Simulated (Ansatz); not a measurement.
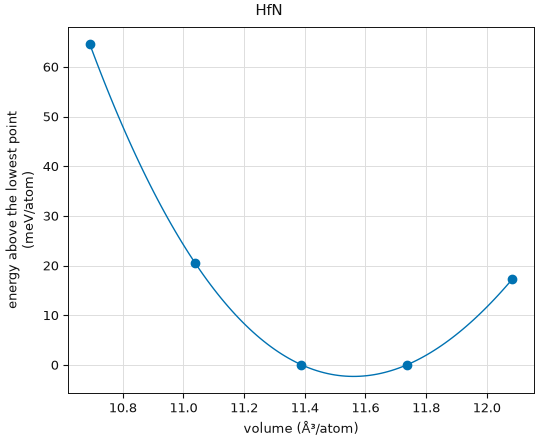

The plot gives the computed energy above the lowest point against volume for HfN, space group Fm-3m (No. 225) (one of a set of cubic test structures, which need not be the stable phase).

Calculation (Ansatz 0.2.0 development build): equation of state of a cubic crystal from periodic Kohn-Sham density functional theory without spin, third-order Birch-Murnaghan fit to the free energies; pressure corrected for the finite basis. Level: HSE06.

structure type rock salt; atoms in cell 2; space group number 225; lattice centring face-centred primitive; k mesh 4×4×4; occupation method Fermi–Dirac; occupation width 0.1 eV; wave cutoff 870 eV; datasets hand-made PAW; density tolerance 0 eV; bands 20; density cutoff ratio 4; search for lower states default; exchange singularity regularized.

From this curve and the settings, what does the calculation give for the pressure at the same points?

The pressure falls from 26.4 GPa at volume 10.69 Å³/atom to −11.5 GPa at 12.08 Å³/atom, and changes sign near 11.57 Å³/atom.

```
volume (Å³/atom)  pressure (GPa)
           10.69            26.4
           11.04            14.6
           11.39             4.5
           11.74            -4.2
           12.08           -11.5
```

Limits of the calculation: coarse k-mesh, values are not converged in k.
